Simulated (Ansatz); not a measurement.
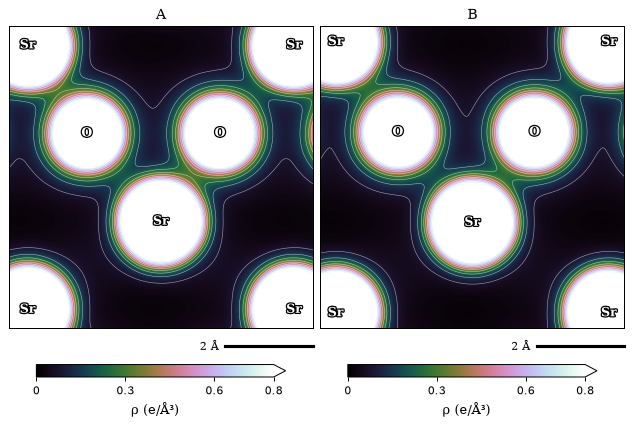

SrO. The valence charge density (pseudo) of two cells that differ in size, on the (110) plane of each (indices in the axes of the calculation cell), at one length scale and on one colour scale; one has 16.0 and the other 17.3 Å³ an atom.

The calculation used Ansatz 0.2.0, DFT PBE, scalar-relativistic, plane waves, PAW.

In a PAW calculation such maps are meaningful between the atoms, not at the nuclei.

The larger cell:

```yaml
crystal:
  lattice:
    - [3.57695, 0.00000, 0.00000]
    - [-1.78847, 3.09773, 0.00000]
    - [0.00000, 0.00000, 6.24262]
  atoms:
    - { symbol: Sr, position: [0.33333, 0.66667, 0.25346] }
    - { symbol: Sr, position: [0.66667, 0.33333, 0.75346] }
    - { symbol: O, position: [0.00000, 0.00000, 0.98103] }
    - { symbol: O, position: [0.00000, 0.00000, 0.48103] }
```

The smaller cell: a = 3.488 Å, b = 3.488 Å, c = 6.087 Å, α = 90.00°, β = 90.00°, γ = 120.00°.

**Which is the denser cell? Describe the effect of the change.**

Panel A is the smaller cell, by 7 % in volume. From the larger cell to the smaller, Sr–O goes from 2.51 to 2.42 Å, and the density at its midpoint from 0.27 to 0.32 e/Å³; the pressure goes from 0.6 to 8 GPa; the Kohn–Sham gap goes from 3.1 eV to 3.4 eV.
